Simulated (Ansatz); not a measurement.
Rh

Input

```
crystal:
  lattice:
    - [-1.4654120782, 1.4654120782, 1.4654120782]
    - [1.4654120782, -1.4654120782, 1.4654120782]
    - [1.4654120782, 1.4654120782, -1.4654120782]
  atoms:
    - { symbol: Rh, position: [0.0, 0.0, 0.0], spin: 0.873 }
hamiltonian:
  xc: r2scan
  pseudopotentials:
    kind: paw
    azcp:
      Rh: "pseudopotentials/Rh.paw.azcp"
basis:
  ecutwfc: 500
  fft_grid_basis: typed
kpoints:
  mp_grid: { grid: [16, 16, 16], shift: [0, 0, 0] }
magnetization:
  spin_polarized: true
scf:
  occupations: { method: fermi_dirac, width: 0.05 }
  lower_state_search: "off"
output:
  stress: true
  write_density: true
  write_potential: true
  elf: true
  volumetric_format: npy
```

Command:

```sh
ansatz run input.yaml --threads 2 --pin off --max-ram 6144MiB --backend cpu --events-out ev --progress --plain --runs-dir out
```

Below, planes, directions and counts refer to the conventional cell (a = 2.93 Å, b = 2.93 Å, c = 2.93 Å, α = 90.00°, β = 90.00°, γ = 90.00°).

Space group Im-3m; set up as Rh, bcc; a generated structure, not necessarily the stable one; changed on purpose from its base cell (volume × 0.88); computed pressure about 41 GPa in this cell; spin-polarised.

Theory: Ansatz 0.2.0, DFT, r2SCAN, plane waves (500 eV) with PAW, scalar-relativistic.

Core electrons are frozen (PAW), and the valence fields are smoothed inside the atomic spheres.

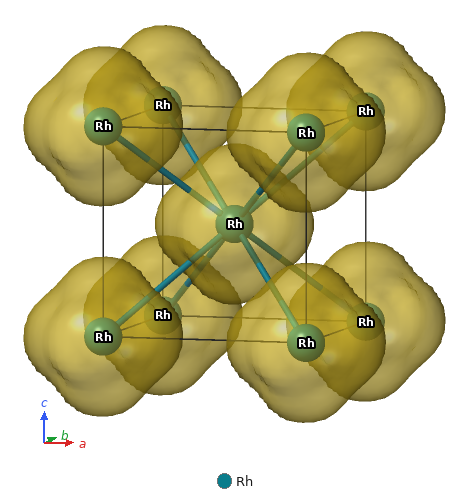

Figure 1. Isosurface of the spin density at +0.03 e/Å³ (yellow), seen slightly off an axis. Sticks mark near contacts.

> Where is the spin, and how is it ordered?

The spin density sits on Rh: +0.6 μB (×2) in one cell of 2 atoms: parallel main moments, as they must be, since the calculation's own cell holds one magnetic site. The cell of the calculation (1 atoms) carries 0.6 μB of net spin moment.

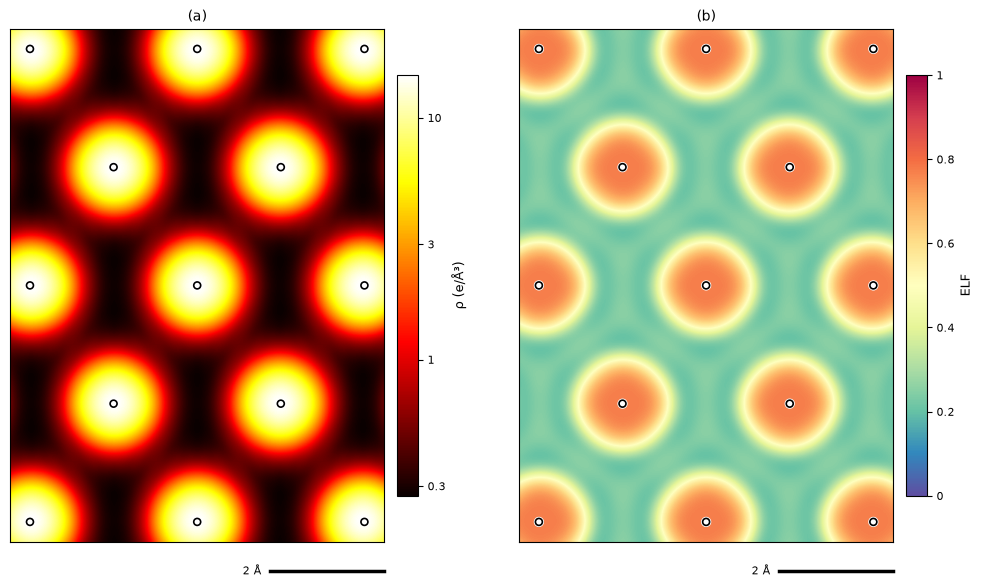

Figure 2. (a) valence electron density; (b) ELF on the (101) plane of the conventional cell. Circles mark the nuclei in the plane (Rh).

> Interpret the plot.

- The plane passes through Rh nuclei.
- Rh–Rh (2.54 Å): ρ is about 0.48 e/Å³ halfway; the ELF is about 0.25 at the midpoint; no localised pair shows between them.
- Between the atoms the lowest density in this plane is 0.27 e/Å³.
- The features right at Rh lie inside the PAW spheres, where the map follows smoothed inner orbitals and isn't to be read closely.

> Does the calculation give a band gap?

It is metallic or semimetallic at this level of theory: no gap opens.
